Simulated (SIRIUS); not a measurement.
## A series of single points on MgS

System: MgS (Fm-3m, 2 atoms in the cell).
Method: Kohn-Sham DFT of a periodic cell, PBEsol, dojo-sr-pbesol-0.4.1-standard, no spin polarisation (SIRIUS 7.12.0).

The 7 runs differ only in the geometry, by an even scaling of the cell at fixed fractional positions. The structure derives from an entry of the Crystallography Open Database.

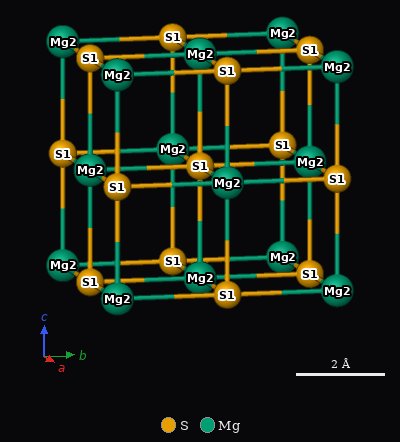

Figure 1. The structure of run 4 (ball-and-stick view of the cell 4 times as large as that of the calculation, set on its symmetry axes, seen slightly off an axis; atoms are numbered from 1 in the order of the input). An atom can appear more than once, as a periodic image.

## Input of run 4
```
{
  "control": {
    "processing_unit": "cpu",
    "verbosity": 2,
    "num_bands_to_print": 15,
    "print_forces": true,
    "print_stress": true
  },
  "parameters": {
    "electronic_structure_method": "pseudopotential",
    "xc_functionals": ["XC_GGA_X_PBE_SOL", "XC_GGA_C_PBE_SOL"],
    "gk_cutoff": 9.2,
    "pw_cutoff": 18.4,
    "ngridk": [9, 9, 9],
    "shiftk": [0, 0, 0],
    "smearing": "fermi_dirac",
    "smearing_width": 0.0018374661,
    "num_bands": 15,
    "num_mag_dims": 0,
    "num_dft_iter": 100,
    "energy_tol": 1e-08,
    "density_tol": 1e-06
  },
  "iterative_solver": {
    "type": "davidson",
    "min_tolerance": 1e-10
  },
  "mixer": {
    "type": "anderson",
    "beta": 0.7,
    "max_history": 8
  },
  "settings": {
    "tol_ne": 1e-10,
    "pseudo_grid_cutoff": 6.5
  },
  "unit_cell": {
    "lattice_vectors": [
      [0.0, 4.916405972133, 4.916405972133],
      [4.916405972133, 0.0, 4.916405972133],
      [4.916405972133, 4.916405972133, 0.0]
    ],
    "atom_coordinate_units": "lattice",
    "atom_types": ["S", "Mg"],
    "atom_files": {
      "S": "S.json",
      "Mg": "Mg.json"
    },
    "atoms": {
      "S": [
        [0.5, 0.5, 0.5]
      ],
      "Mg": [
        [0.0, 0.0, 0.0]
      ]
    }
  }
}
```

Command:
```bash
upf_to_json S.upf
upf_to_json Mg.upf
OMP_NUM_THREADS=1 sirius.scf --input=sirius.json --output=out.json --task=0
```

Run 3 differs from it as follows:
```diff
-      [0.0, 4.916405972133, 4.916405972133],
-      [4.916405972133, 0.0, 4.916405972133],
-      [4.916405972133, 4.916405972133, 0.0]
+      [0.0, 4.883408964627, 4.883408964627],
+      [4.883408964627, 0.0, 4.883408964627],
+      [4.883408964627, 4.883408964627, 0.0]
```

## Results, with one run withheld

| run | volume per atom (Å³) | free energy per atom, from the lowest run given (meV) | pressure (GPa) | gap on the mesh (eV) |
| --- | --- | --- | --- | --- |
| 1 | 16.553 | 10.63 | 4.35 | 2.96 |
| 2 | 16.905 | 3.19 | 2.42 | 2.92 |
| 3 | 17.257 | ? | ? | ? |
| 4 | 17.609 | 0.00 | −0.88 | 2.83 |
| 5 | 17.962 | 3.50 | −2.30 | 2.79 |
| 6 | 18.314 | 9.96 | −3.58 | 2.75 |
| 7 | 18.666 | 19.09 | −4.73 | 2.71 |

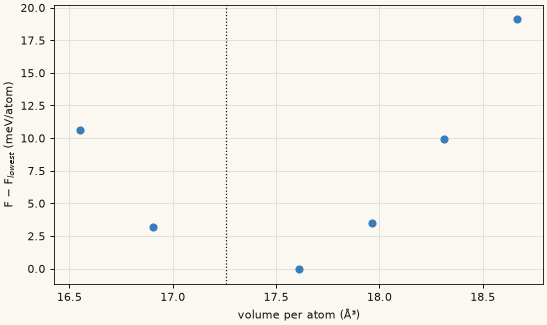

Figure 2. Free energy per atom of the runs given; the dotted line marks run 3.

Fit the runs given and predict run 3.

A cubic polynomial in V^(−2/3) (the Birch–Murnaghan form), fitted to the 6 runs given, misses them by under 0.01 meV per atom. With x = V^(−2/3) − 0.14756 Å⁻², it reads F = 0.18916 − 1128.7 x + 4.3028e+05 x² + 1.0424e+05 x³ (meV per atom). At run 3 it gives −0.22 meV per atom, and the run itself gives −0.22. The slope of the fit gives a pressure −dF/dV of 0.70 GPa there, and the run prints 0.68 GPa. The fit has its minimum at 17.409 Å³ per atom, where V d²F/dV² gives 78.1 GPa: the bulk modulus at this level, since symmetry fixes the shape and the positions. The gap on the mesh goes, without turning, from 2.96 eV in run 1 to 2.71 eV in run 7; run 3 has 2.87 eV. These are gaps of this functional on this mesh, which can miss the band edges; they aren't the measured gap.

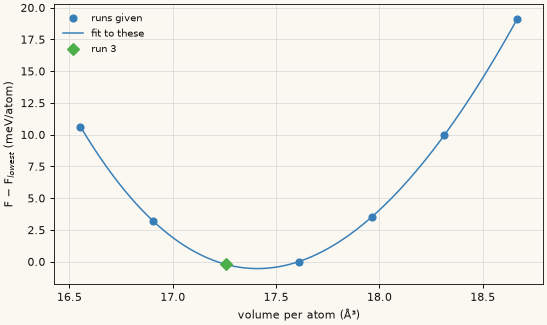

Figure 3. The fit and the withheld run.

## Some lines of the output (run 3)
```
[...]
[find] band gap (eV)                  :       2.87329743
[find] Efermi                         :       0.28538095
[find] Total energy                   :     -70.43134440 (Ha),    -140.86268880 (Ry)
[find] Free energy (E-TS)             :     -70.43134440 (Ha),    -140.86268880 (Ry)
[find] band gap (eV)                  :       2.87360214
[find] Efermi                         :       0.28537575
[find] Total energy                   :     -70.43134441 (Ha),    -140.86268882 (Ry)
[find] Free energy (E-TS)             :     -70.43134441 (Ha),    -140.86268882 (Ry)
[find] band gap (eV)                  :       2.87383103
[find] Efermi                         :       0.28536467
[find] band gap (eV)                  :       2.87384852
[find] Efermi                         :       0.28536491
[find] band gap (eV)                  :       2.87384226
[find] Efermi                         :       0.28536500
```
